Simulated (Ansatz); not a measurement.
# Energy of K along an even scaling of the cell

System: K (1 atom in the cell).
Method: Kohn-Sham DFT of a periodic cell, PBEsol, Ansatz PAW, no spin polarisation (Ansatz 0.2.0).

The 5 runs differ only in the geometry, by an even scaling of the cell at fixed fractional positions. The structure derives from a Materials Project entry.

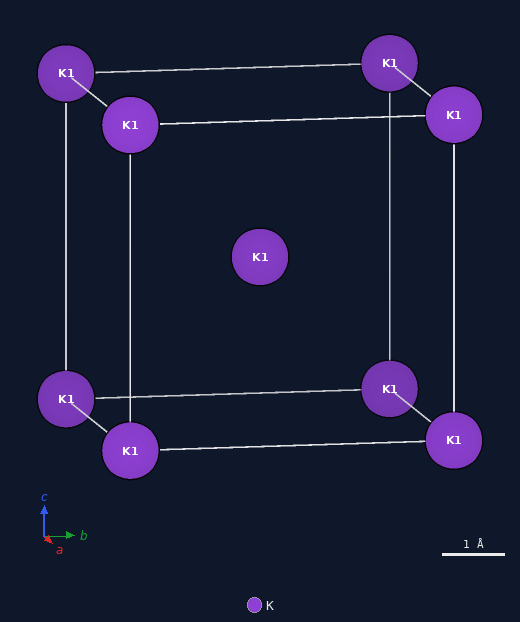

Figure 1. The structure of run 3 (ball-and-stick view of the cell 2 times as large as that of the calculation, set on its symmetry axes, seen slightly off an axis; atoms are numbered from 1 in the order of the input). An atom can appear more than once, as a periodic image.

## Input of run 3
```yaml
crystal:
  lattice:
    - [-2.6975585167, 2.6975585167, 2.6975585167]
    - [2.6975585167, -2.6975585167, 2.6975585167]
    - [2.6975585167, 2.6975585167, -2.6975585167]
  atoms:
    - { symbol: K, position: [0.0, 0.0, 0.0] }
hamiltonian:
  xc: pbesol
  pseudopotentials: { kind: paw }
kpoints:
  mp_grid: { grid: [7, 7, 7] }
scf:
  occupations: { method: fermi_dirac, width: 0.05 }
output:
  forces: true
  stress: true
  eigenvalues: true
  write_density: true
  write_potential: true
  elf: true
  volumetric_format: npy
```

Command:
```bash
ansatz run input.yaml --threads 2 --pin off --max-ram 5632MiB --backend cpu --events-out ev --progress --plain --runs-dir out
```

Lattice vectors (Å) and fractional positions of run 3:
```
  -2.697559    2.697559    2.697559
   2.697559   -2.697559    2.697559
   2.697559    2.697559   -2.697559
K   0.000000  0.000000  0.000000
```

Run 2 differs from it as follows:
```diff
-    - [-2.6975585167, 2.6975585167, 2.6975585167]
-    - [2.6975585167, -2.6975585167, 2.6975585167]
-    - [2.6975585167, 2.6975585167, -2.6975585167]
+    - [-2.6794535516, 2.6794535516, 2.6794535516]
+    - [2.6794535516, -2.6794535516, 2.6794535516]
+    - [2.6794535516, 2.6794535516, -2.6794535516]
```

## Results, with one run withheld

```csv
run,volume per atom (Å³),"free energy per atom, from the lowest run given (meV)",pressure (GPa)
1,73.807,0.00,−0.14
2,76.948,?,?
3,78.519,6.88,−0.32
4,81.659,13.98,−0.41
5,83.230,18.15,−0.44
```

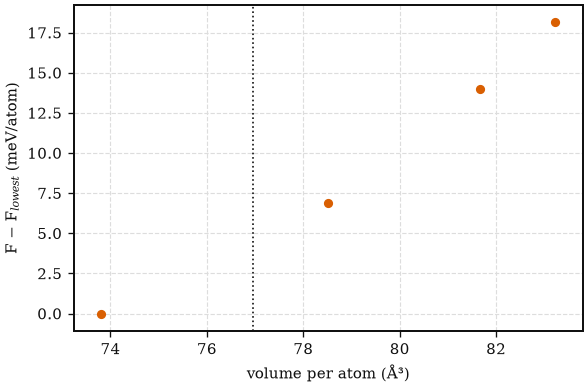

Figure 2. Free energy per atom of the runs given; the dotted line marks run 2.

Fit the runs given and predict run 2.

A quadratic polynomial in V^(−2/3) (the Birch–Murnaghan form), fitted to the 4 runs given, misses them by at most 0.01 meV per atom. With x = V^(−2/3) − 0.05424 Å⁻², it reads F = 8.1899 − 4598.5 x + 5.5547e+05 x² (meV per atom). At run 2 it gives 4.02 meV per atom, and the run itself gives 4.03. The slope of the fit gives a pressure −dF/dV of −0.26 GPa there, and the run prints −0.26 GPa. The fit has no minimum inside this range.

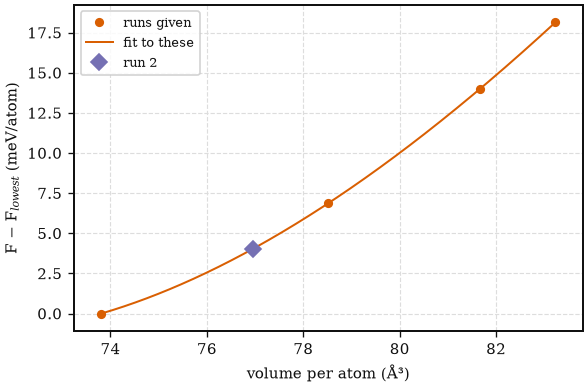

Figure 3. The fit and the withheld run.

## Output, shortened to warnings, some set-up lines, iterations and results (run 2)
```
Basis set: ecut = 420 eV, 1505 PW (Γ), exchange–correlation on 64×64×64 points (8 copies of the dense FFT grid, shifted against one another)
Symmetry: 48 space group operations
k-points: 20 of 343
Initial density: superposition of atomic densities (neutral atoms: chi_scale 0, normalization atom), corrected by the library's trained network
[...]
SCF iter   1: F=—  HF=-1516.028033 eV  |F-HF|=—  |Δ(HF+E_count)|=         —  Δρ=1.16e-3  dr2=5.28e-4  ethr=1.77e-3  ⟨swp⟩=5.5  Hψ=1352  notcnv=0
SCF iter   2: F=—  HF=-1516.027707 eV  |F-HF|=—  |Δ(HF+E_count)|=   3.27e-4  Δρ=4.38e-4  dr2=3.31e-5  ethr=5.87e-6  ⟨swp⟩=2.1  Hψ=426  notcnv=0
SCF iter   3: F=—  HF=-1516.027744 eV  |F-HF|=—  |Δ(HF+E_count)|=   3.74e-5  Δρ=2.09e-4  dr2=7.19e-6  ethr=3.68e-7  ⟨swp⟩=2.5  Hψ=270  notcnv=0
SCF iter   4: F=-1516.027758 eV  HF=-1516.027758 eV  |F-HF|=5.41e-8  |Δ(HF+E_count)|=   1.36e-5  Δρ=1.29e-5  dr2=9.28e-8  ethr=7.98e-8  ⟨swp⟩=2.5  Hψ=272  notcnv=0
SCF iter   5: F=-1516.027758 eV  HF=-1516.027758 eV  |F-HF|=2.37e-10  |Δ(HF+E_count)|=   2.25e-8  Δρ=4.53e-7  dr2=1.09e-10  ethr=1.03e-9  ⟨swp⟩=2.0  Hψ=260  notcnv=0
SCF iter   6: F=-1516.027758 eV  HF=-1516.027758 eV  |F-HF|=1.84e-11  |Δ(HF+E_count)|=  3.68e-10  Δρ=1.83e-7  dr2=2.25e-11  ethr=1.21e-12  ⟨swp⟩=3.8  Hψ=729  notcnv=0
SCF 1 converged in 6 iterations: F = -1516.027758 eV  dr2 = 2.25e-11
SCF converged after 6 iterations
Free energy (F): -1516.027758 eV
Harris-Foulkes:  -1516.027758 eV  (|F-HF|=1.84e-11)
Internal energy: -1516.020652 eV  (E = F + TS)
E sigma→0 (E₀):  -1516.024205 eV
Entropy (-TS):   -0.007106 eV (-7.106 meV/atom)
Fermi energy:    1.526750 eV
--- Per-component energies (eV) ---
  E_band       = -144.394175
  E_kinetic    = 251.780561
  E_local      = -764.926199  (includes V_loc(G=0)·N_el)
  E_nonlocal   = 13.775999
  E_hartree    = 272.952033
  E_xc         = -131.874794
  E_vxc        = -161.536292  (∫ρ·V_xc dr)
  E_paw        = -761.794803  (= ΣΔE_a)
  E_vpaw       = -29.392176  (= ΣTr[D̂ρ^β])
  E_aug_tail   = -0.000003  (compensation charges beyond the density's cutoff)
  E_ewald      = -396.041330
  E_core_change = 0.107885  (= ΣΔE_core)
  E_smearing   = -0.007106  (= −TS)
  E_closure    = -0.000000  (closes the sum)
  Σ components = -1516.027758   (vs F -1516.027758, Δ=0.00e0)
--- Forces (eV/Å), atoms counted from 1 ---
  atom   1  K     -0.00000000     0.00000000    -0.00000000
  max |Σ_I F_I| component: 3.90e-32 eV/Å
--- Stress (GPa, compression-positive) ---
       -0.264255      -0.000000      -0.000000
        0.000000      -0.264255      -0.000000
        0.000000      -0.000000      -0.264255
  P = ⅓ Tr σ = -0.2643 GPa (-2.643 kbar)
```
